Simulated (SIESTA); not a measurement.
**Energy of Br along an even scaling of the cell**

System: Br (Cmce, 4 atoms in the cell).
Method: Kohn-Sham DFT of a periodic cell, PBEsol, PseudoDojo 0.4 standard, converted to PSML, no spin polarisation (SIESTA 5.4.2).

The 7 runs differ only in the geometry, by an even scaling of the cell at fixed fractional positions. The structure derives from an entry of the Crystallography Open Database.

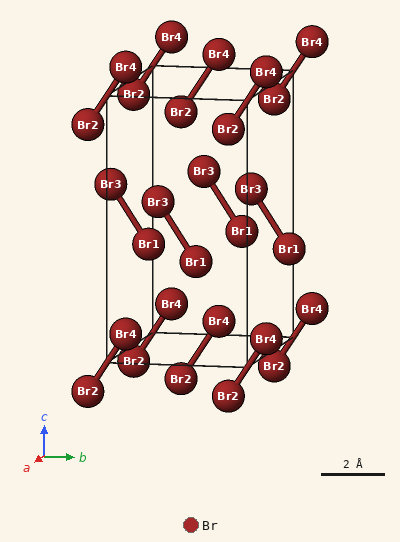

Figure 1. The structure of run 4 (ball-and-stick view of the cell 2 times as large as that of the calculation, set on its symmetry axes, seen slightly off an axis; atoms are numbered from 1 in the order of the input). An atom can appear more than once, as a periodic image.

**Input of run 4**
```
SystemName                      Br
SystemLabel                     Br
NumberOfSpecies                 1
NumberOfAtoms                   4
%block ChemicalSpeciesLabel
  1  35 Br
%endblock ChemicalSpeciesLabel

LatticeConstant                 1.0 Ang
%block LatticeVectors
     3.3632500000    -2.3225500000     0.0000000000
     3.3632500000     2.3225500000     0.0000000000
     0.0000000000     0.0000000000     8.7023000000
%endblock LatticeVectors
AtomicCoordinatesFormat         Fractional
%block AtomicCoordinatesAndAtomicSpecies
     0.3651000000     0.6349000000     0.3901000000  1  Br
     0.1349000000     0.8651000000     0.8901000000  1  Br
     0.6349000000     0.3651000000     0.6099000000  1  Br
     0.8651000000     0.1349000000     0.1099000000  1  Br
%endblock AtomicCoordinatesAndAtomicSpecies

%block kgrid.MonkhorstPack
    7   0   0  0.0
    0   7   0  0.0
    0   0   3  0.0
%endblock kgrid.MonkhorstPack
XC.Functional                   GGA
XC.Authors                      PBEsol
PAO.BasisSize                   DZP
PAO.EnergyShift                 0.003 Ry
Mesh.Cutoff                     500 Ry
OccupationFunction              FD
ElectronicTemperature           0.05 eV
MaxSCFIterations                120
SCF.MustConverge                false
SCF.Mixer.Method                Pulay
SCF.Mixer.Weight                0.25
SCF.Mixer.History               8
SCF.DM.Tolerance                5.0e-05
SCF.H.Tolerance                 1.0e-03 eV
WriteForces                     true
Charge.Mulliken                 end
```

Command:
```bash
siesta < Br.fdf > Br.out 2>&1
```

Run 5 differs from it as follows:
```diff
-     3.3632500000    -2.3225500000     0.0000000000
-     3.3632500000     2.3225500000     0.0000000000
-     0.0000000000     0.0000000000     8.7023000000
+     3.3855238279    -2.3379315741     0.0000000000
+     3.3855238279     2.3379315741     0.0000000000
+     0.0000000000     0.0000000000     8.7599328054
```

**Results, with one run withheld**

```csv
run,volume per atom (Å³),"free energy per atom, from the lowest run given (meV)",pressure (GPa),gap on the mesh (eV)
1,31.949,16.02,2.39,1.97
2,32.629,7.61,1.60,1.90
3,33.308,2.38,0.89,1.83
4,33.988,0.00,0.25,1.76
5,34.668,?,?,?
6,35.348,2.60,−0.82,1.64
7,36.028,7.06,−1.27,1.58
```

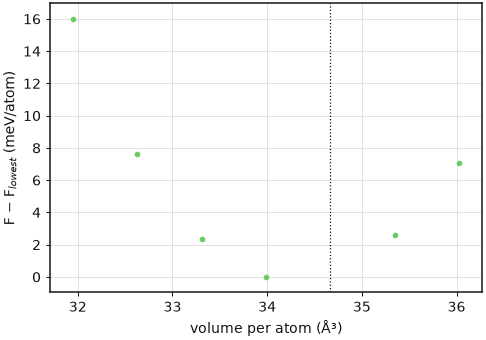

Figure 2. Free energy per atom of the runs given; the dotted line marks run 5.

Fit the runs given and predict run 5.

A cubic polynomial in V^(−2/3) (the Birch–Murnaghan form), fitted to the 6 runs given, misses them by at most 0.01 meV per atom. With x = V^(−2/3) − 0.09561 Å⁻², it reads F = 0.32833 + 1309.4 x + 7.7787e+05 x² + 2.7881e+06 x³ (meV per atom). At run 5 it gives 0.16 meV per atom, and the run itself gives 0.17. The slope of the fit gives a pressure −dF/dV of −0.32 GPa there, and the run prints −0.31 GPa. The fit has its minimum at 34.279 Å³ per atom, where V d²F/dV² gives 28.8 GPa. Cell shape and fractional positions are held, so this is the stiffness under even scaling; the relaxed bulk modulus wasn't computed and can be far lower in a crystal of layers, chains or molecules like this one. The gap on the mesh goes, without turning, from 1.97 eV in run 1 to 1.58 eV in run 7; run 5 has 1.70 eV. These are gaps of this functional on this mesh, which can miss the band edges; they aren't the measured gap.

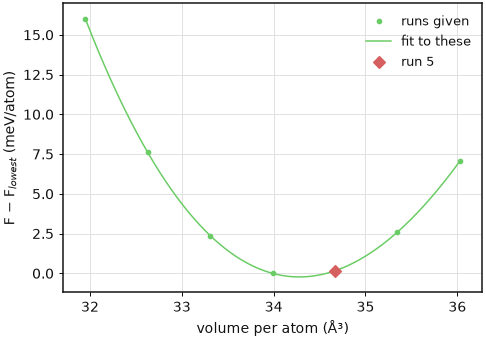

Figure 3. The fit and the withheld run.

**Some lines of the output (run 5)**
```
[...]
outcell: Cell volume (Ang**3)        :    138.6719
stepf: Fermi-Dirac step function
siesta: Etot    =     -1709.013785
siesta: FreeEng =     -1709.013785
        iscf     Eharris(eV)        E_KS(eV)     FreeEng(eV)     dDmax    Ef(eV) dHmax(eV)
siesta: E_KS(eV) =            -1709.2528
siesta: E_KS - E_eggbox =     -1709.2528
siesta: Etot    =     -1709.252822
siesta: FreeEng =     -1709.252822
siesta:         Fermi =      -5.290177
siesta: Cell volume =        138.671892 Ang**3
    Orbital volume contribution        =           2.145404 eV
```

Notes: Points of doubt noted for this run: mulliken charges of long orbitals. With a small basis of atomic orbitals these values can differ much from converged plane-wave results.
